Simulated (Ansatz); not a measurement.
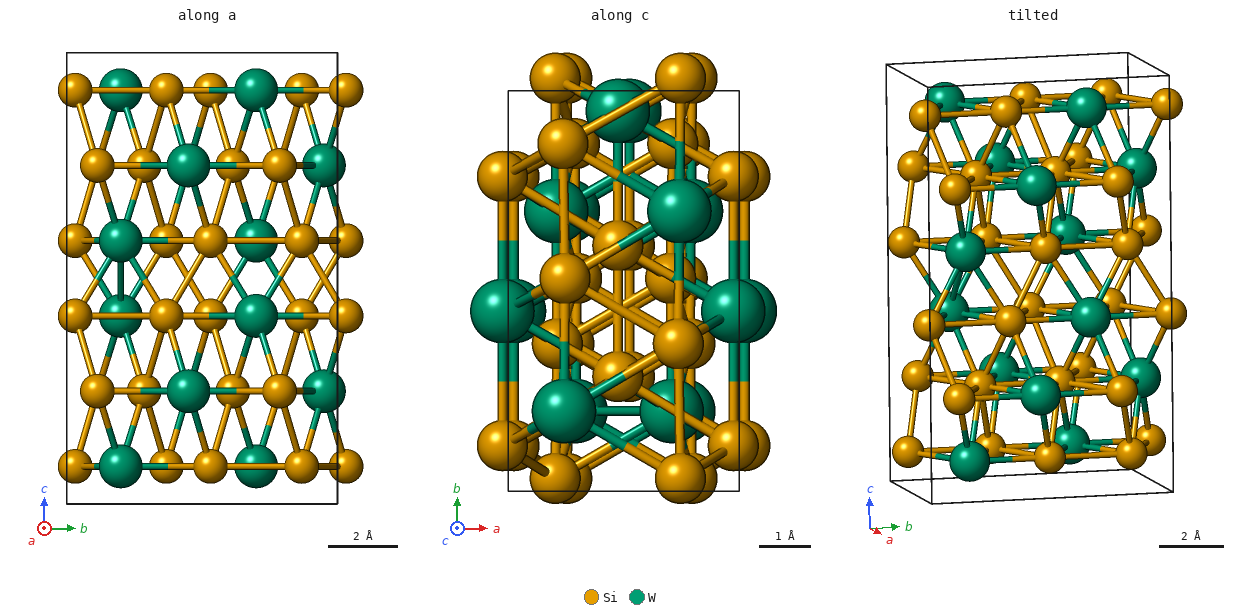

Crystal structure, ball-and-stick style, seen along the a axis, along the c axis and slightly off an axis. The parallelepiped is the conventional unit cell.

It has the composition Si$_{2}$W. The structure has C2 (No. 5) symmetry and a base-centred monoclinic lattice. One cell contains 24 Si, 12 W, 36 atoms in all. Numbers of contacts at bonding distance: Si 10 and W 10 to 11 (mean 10.3). Not all metal-metal contacts are counted.

Starting structure: a structure listed in the Materials Project. The cell was then strained or its atoms displaced on purpose. Ansatz was used for an electronic-structure calculation on it.

At this level of theory the run's own cell isn't at rest (forces up to 2.3 eV/Å), so its distances can differ from those at equilibrium, the more so the softer the solid.
